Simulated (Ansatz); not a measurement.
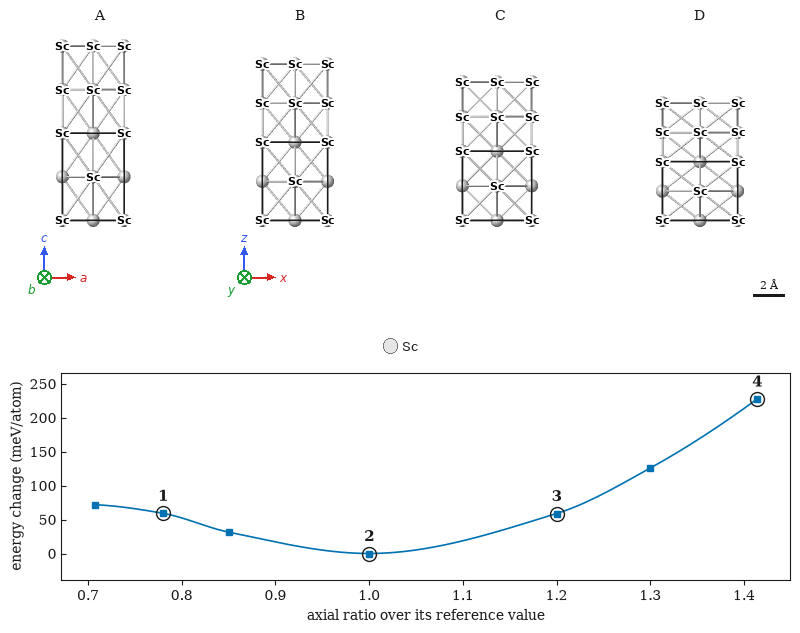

A scan of crystalline Sc (Fm-3m): the ratio of the cell's length along z to its lengths across, counted as 1 for the reference, is changed at fixed volume (a tetragonal or Bain path), with the atoms kept at their fractional coordinates. x, y and z are the Cartesian axes of the input. The frames are shuffled; the numbered points of the plot belong to them. A ball-and-stick model of the conventional cell (4 times the calculation's cell), repeated 1 × 1 × 2 with one cell outlined, seen along the b axis. Lengths and directions refer to the drawn axes.

These are results of DFT LDA, scalar-relativistic, plane waves, PAW (Ansatz), not measurements. Set-up: plane-wave cutoff 420 eV; k-point mesh 20 × 20 × 20; occupations gaussian; smearing width 0.15 eV; no spin polarisation. Energies (free energies at the smearing named) are counted from the cell as listed in its source, which wasn't relaxed.

Which frame belongs to which numbered point?

Answer. Point 1 is frame D (the relative ratio 0.78, 59.3 meV/atom); 2 is frame C (the relative ratio 1.00, 0.0 meV/atom); 3 is frame B (the relative ratio 1.20, 58.9 meV/atom); 4 is frame A (the relative ratio 1.414, 227.6 meV/atom). Of the computed points the lowest is at the relative ratio 1.00, 0.0 meV/atom. The end points stand at 71.9 meV/atom (0.707) and 227.6 meV/atom (1.414). The unrelaxed reference is under a pressure of −2.4 GPa. The distortion takes the space group from Fm-3m to I4/mmm, except for Im-3m at 0.707. At the relative ratio 1.414 the cell of the drawing goes a 4.541 → 4.046 Å, b 4.541 → 4.046 Å, c 4.541 → 5.721 Å.
